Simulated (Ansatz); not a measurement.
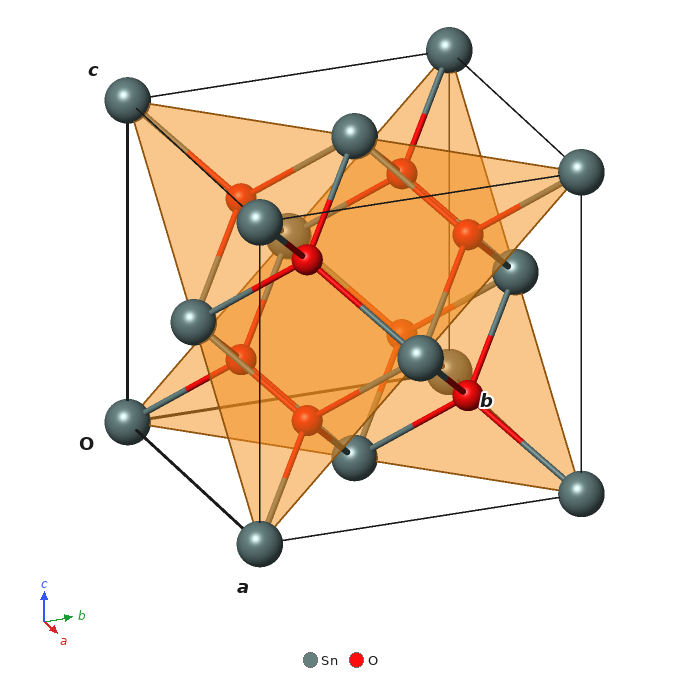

For SnO₂, the input geometry of an electronic-structure calculation (not necessarily at equilibrium); the starting structure was generated, so it need not be a known form of this composition: every member of one family of equally spaced planes, hx + ky + lz = a whole number, that cuts the unit cell is shaded (one member passes through the origin O). All values are computed from the atomic coordinates in the standard setting (tolerance 0.002 Å).

a = 5.067 Å, b = 5.067 Å, c = 5.067 Å, α = 90.00°, β = 90.00°, γ = 90.00°.

Q: Which (hkl) family is drawn?

A: (1 −1 1); the opposite sign names the same planes. The member next to the origin meets the axes a at 1, b at −1, c at 1.

Q: What is the spacing?

A: d = 2.925 Å.

Q: Which atoms of the cell lie in these planes (within 0.03 Å)?

A: all 4 Sn.

Q: The space group is Fm-3m (No. 225). How many reflections hkl are equivalent to this one (itself included), and does it occur?

A: 8 reflections are equivalent in the Laue class m-3m. The space group allows the reflection.
